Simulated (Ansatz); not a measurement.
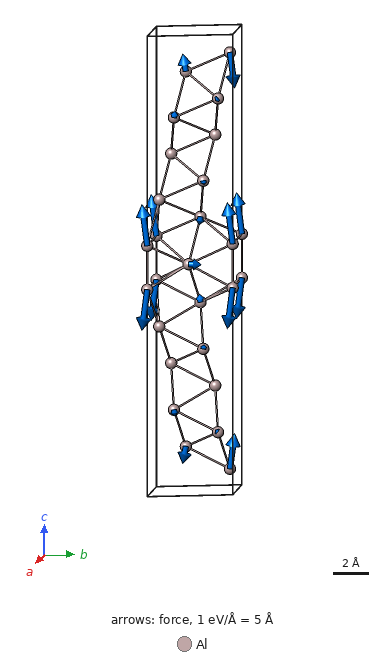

Starting geometry of an interface cell of composition Al with the computed forces as blue arrows. The picture is a ball-and-stick view of the cell of the calculation, seen slightly off an axis.

Case: symmetric tilt boundary Sigma 11 (3 1 1), mirror on the next plane, shift [0, 0].

The calculation used DFT PBE, scalar-relativistic, plane waves, PAW in Ansatz 0.2.0. Settings: plane-wave cutoff 420 eV; k-point mesh 12 × 12 × 2; occupations gaussian; smearing width 0.1 eV; no spin polarisation; cell relaxed at fixed a, b, alpha, beta, gamma; force threshold 0.02 eV/Å; at most 60 steps.

**What follows when this structure is relaxed?**

It isn't relaxed: the largest force vector, on Al atoms, is 0.50 eV/Å. The final displacements follow the starting forces only in part (cosine between the two patterns 0.60). After 2 accepted moves (3 points after the start) the energy has fallen by 81.9 meV per cell of the calculation. Largest force component: 0.49 eV/Å at the start, 0.017 eV/Å at the end. Pressure: −0.51 GPa at the start and −0.25 GPa at the end. The SCF was repeated once at an unchanged geometry on a basis and grid sized afresh for the cell, which shifted the energy by 0.9 meV per cell of the calculation at most. The largest moves relative to the cell, 0.13 Å, are those of Al atoms. The volume changes by −0.7 %, with a unchanged at 2.858 Å, b unchanged at 4.950 Å, c 27.108 → 26.931 Å (−0.7 %). Near-neighbour distances that change, for instance: Al–Al 2.590 → 2.694 Å, Al–Al 2.858 → 2.788 Å, Al–Al 2.858 → 2.926 Å, Al–Al 2.891 → 2.938 Å.
